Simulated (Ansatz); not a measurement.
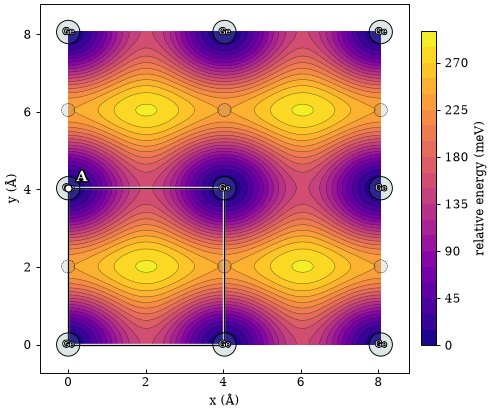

H on a Ge(100) slab cut from the Fd-3m phase, its upper half relaxed before the scan (4 atoms of substrate and one adsorbate in a 1 × 1 cell). H is moved over the surface cell at a fixed height above a rigid substrate; the origin of the map has the adsorbate above Ge4; the height is held at 3.30 Å. Places are given modulo a cell vector. The map is drawn in real space over the plane of the surface. The scan uses an 8 × 8 grid; 25 points were computed and 39 follow by symmetry. Energies: meV, counted from the lowest grid point. The runs have no spin polarisation, so an open-shell adsorbate far from the surface lies too high. With one adsorbate in each 1 × 1 cell, its nearest image is 4.0 Å away, so neighbouring adsorbates interact. At a fixed height the lowest place need not be the adsorption site. Computed with Ansatz 0.2.0, DFT PBE+D3(BJ), scalar-relativistic, plane waves, PAW. Settings: cutoff 420 eV, k-mesh 7×7×1, gaussian smearing 0.1 eV, no spin polarisation.

Drawn: filled contours, labelled circles for the atoms of the top layer and small ones for the second layer, the outline of one cell of the 2 × 2 shown, the point A. Between grid points the surface is interpolated.

Question: Find the lowest pass out of the well at A.

Answer: The easiest path leads from the well at the top site over a surface Ge atom, (0/8, 0/8) of the cell vectors to its copy one period on. Its highest point lies about 152 meV above the bottom of the first well on the interpolated surface, at a bridge site between two Ge atoms, (4/8, 0/8) of the cell vectors. This is the barrier on the constrained surface; relaxing the other coordinates would change it.

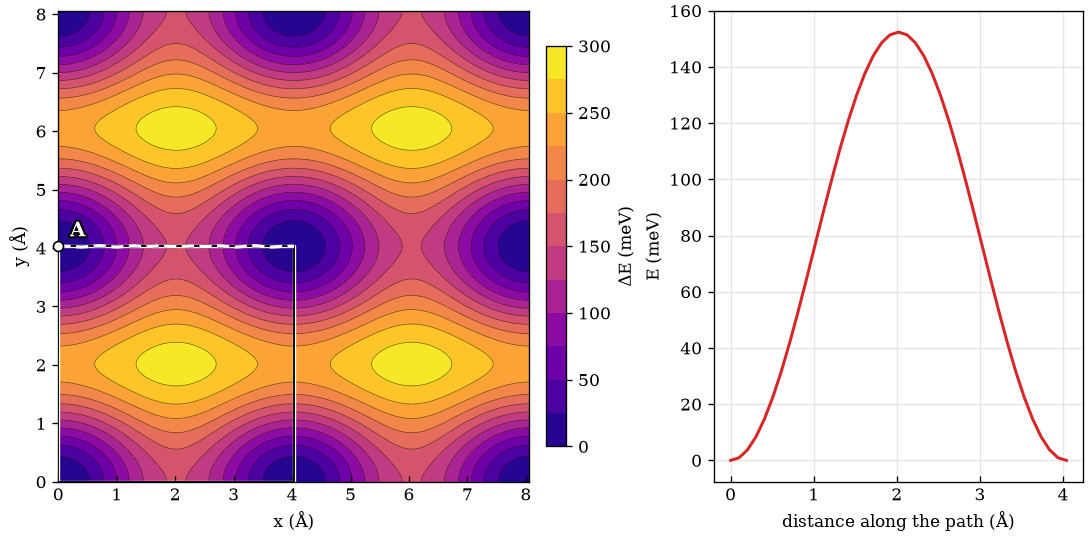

The picture shows filled contours, a line along the lowest path, the outline of one cell of the 2 × 2 shown, the energy along the path at the right. Between grid points the surface is interpolated.

PAW datasets: the set soft_1.
